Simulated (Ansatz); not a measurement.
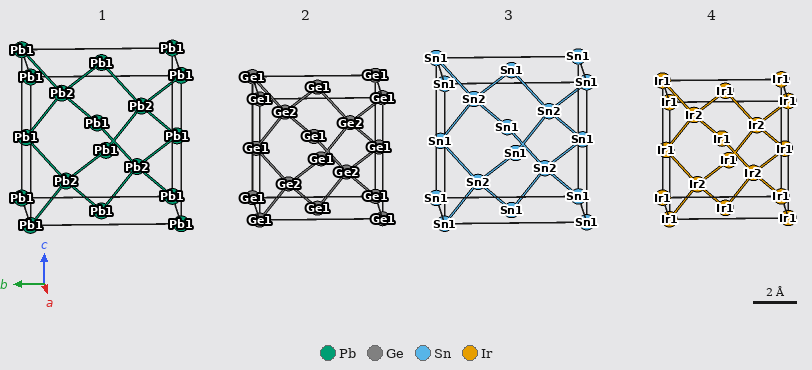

One structure type (space group Fd-3m for the parent) with different elements on its sites, each relaxed in cell and atoms to zero pressure (within 0.1 GPa). Style: ball-and-stick. Shown: the conventional cell (4 times the calculation's cell), from a free direction. Lengths and directions refer to the drawn axes.

Method: DFT PBE, scalar-relativistic, plane waves, PAW in Ansatz 0.2.0. Settings: plane-wave cutoff 420 eV; occupations gaussian; smearing width 0.1 eV; no spin polarisation. The k-mesh is chosen for each cell (10×10×10, 12×12×12, 14×14×14).

> Give the formulas, and rank the crystals by volume per atom, smallest first.

4 = Ir (21.6 Å³), 2 = Ge (23.9 Å³), 3 = Sn (36.9 Å³), 1 = Pb (44.0 Å³).
